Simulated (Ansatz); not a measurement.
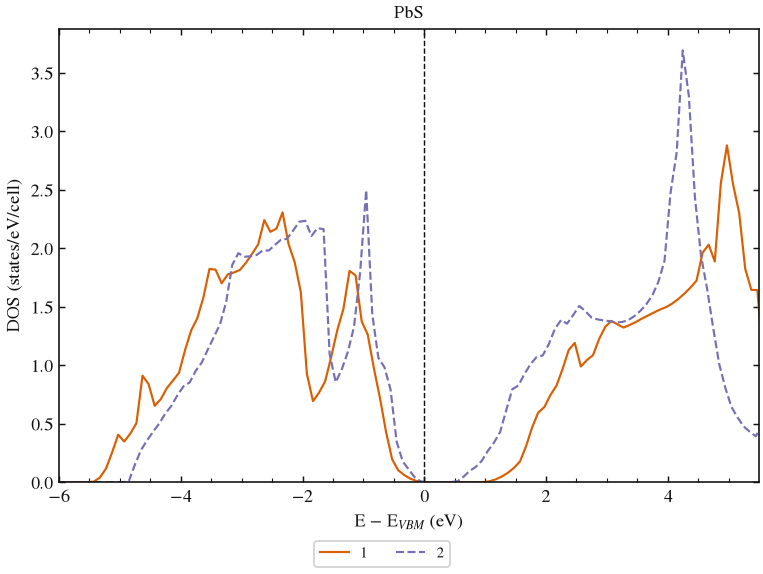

Total densities of states of PbS, space group Fm-3m (No. 225), 2 atoms in the cell, by two methods on the same cell. Each is counted from its own valence-band top.

**Which curve is which? The methods: PBE, HSE06.**

1 is HSE06; 2 is PBE. HSE06 gives a gap of 0.94 eV and PBE gives a gap of 0.49 eV.

The meshes differ, so part of the difference in shape comes from the coarser one.

Settings. HSE06: DFT HSE06, scalar-relativistic, plane waves, PAW, no spin polarisation, 8×8×8 k mesh, 420 eV cutoff, Gaussian smearing of 0.02 eV (Ansatz 0.2.0). PBE: DFT PBE, scalar-relativistic, plane waves, PAW, no spin polarisation, 12×12×12 k mesh, 420 eV cutoff, Gaussian smearing of 0.02 eV (Ansatz 0.2.0).

The structure is an invented one, so it need not be a known or stable phase. Spin-orbit coupling is left out, which matters for Pb.
